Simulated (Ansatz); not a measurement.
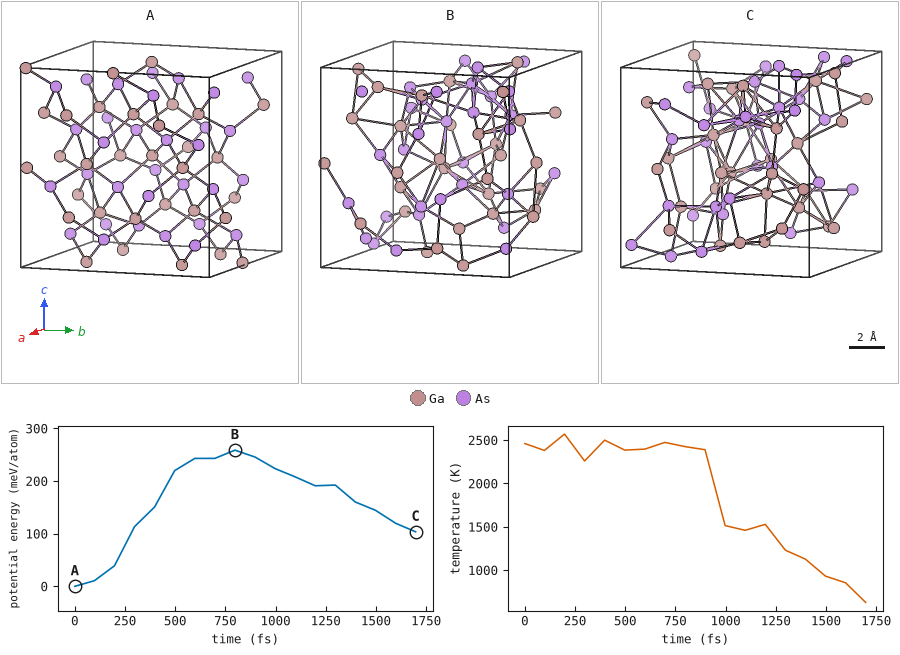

Molecular dynamics of an amorphous cell of composition Ga₃₂As₃₂ (64 atoms in the cell), 1.70 ps long. Frames (A at 0 fs, B at 798 fs, C at 1.70 ps) and the history of the run. Style: ball-and-stick. Shown: the simulation cell, slightly off an axis. Atoms that leave the cell re-enter on the other side. Bonds to atoms that aren't drawn are left out.

All numbers below come from DFT, PBEsol, PAW, plane waves in Ansatz 0.2.0. Run with plane-wave cutoff 420 eV; k-point mesh 1 × 1 × 1; Fermi-Dirac smearing 0.01 eV; Langevin thermostat (NVT); set temperature 2500 K, then 2500 K at the end of 240 steps, then to 300 K over 460 steps; time step 2.5 fs.

What happens in this trajectory?

Answer. Under the programmed temperature the kinetic temperature goes from 2421 K (first eighth) to 741 K (last eighth), with a peak of 2570 K. That is well off the final set point of 300 K. The potential energy in the second half lies on average 177 meV per atom above the first frame. Root-mean-square distances from the starting positions over the second half, with the common drift of all atoms taken out: Ga 1.92 Å, As 1.54 Å. That is a large part of the typical shortest distance between atoms in the first frame, about 2.3 Å and still growing: the atoms leave their places as in a liquid.

Limits of the set-up: the program's low-accuracy preset was used.

Cost: 7.7 min on 1 × NVIDIA GB300 with 8 threads of Arm Neoverse-V2, peak memory 2.1 GiB.
